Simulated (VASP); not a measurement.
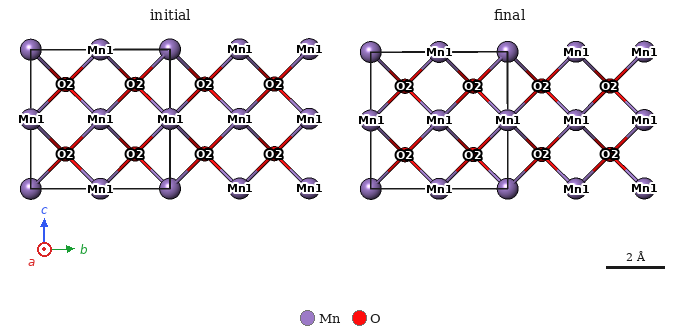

The structure of solid MnO (set up in Cm) before (left) and after (right) a relaxation, at one scale.

The picture is a ball-and-stick view of the conventional cell (4 times the calculation's cell), repeated 1 × 2 × 1 with one cell outlined, seen along the a axis. Lengths and directions refer to the drawn axes.

The run lets cell and atoms move.

Computed with VASP 6.6.1, Kohn-Sham DFT of a periodic cell, PBE, VASP PAW PBE potentials, recommended.

Input file:
```
  ALGO = Normal
  EDIFF = 1E-6
  EDIFFG = -0.01
  ENCUT = 600
  GGA = PE
  IBRION = 2
  ISIF = 3
  ISMEAR = -1
  ISPIN = 2
  LASPH = True
  LCHARG = False
  LMAXMIX = 4
  LORBIT = 11
  LREAL = False
  LWAVE = False
  MAGMOM = 4 0
  NELM = 150
  NSW = 60
  PREC = Accurate
  PSTRESS = 20
  SIGMA = 0.05
```

Command:
```bash
cat potpaw_PBE.64/Mn_pv/POTCAR potpaw_PBE.64/O/POTCAR > POTCAR
mpirun -np 1 vasp_std > vasp.out
```

> Describe what moved and what it gained.

After 2 geometry steps the energy has fallen by 8.6 meV per cell of the calculation. With the target pressure of 2 GPa, the enthalpy E + pV changes by −26.7 meV per cell of the calculation. Largest force component: 0.0012 eV/Å at the start, 0.00082 eV/Å at the end. Pressure: −3.78 GPa at the start and 2.03 GPa at the end. No atom moves by more than 0.005 Å relative to the cell. Cell: a 4.854 → 4.771 Å (−1.7 %), b = c 4.861 → 4.777 Å (−1.7 %). Volume −5.1 %. Some distances before and after: Mn1–O2 2.104 → 2.068 Å. The space group stays Cm (No. 8).
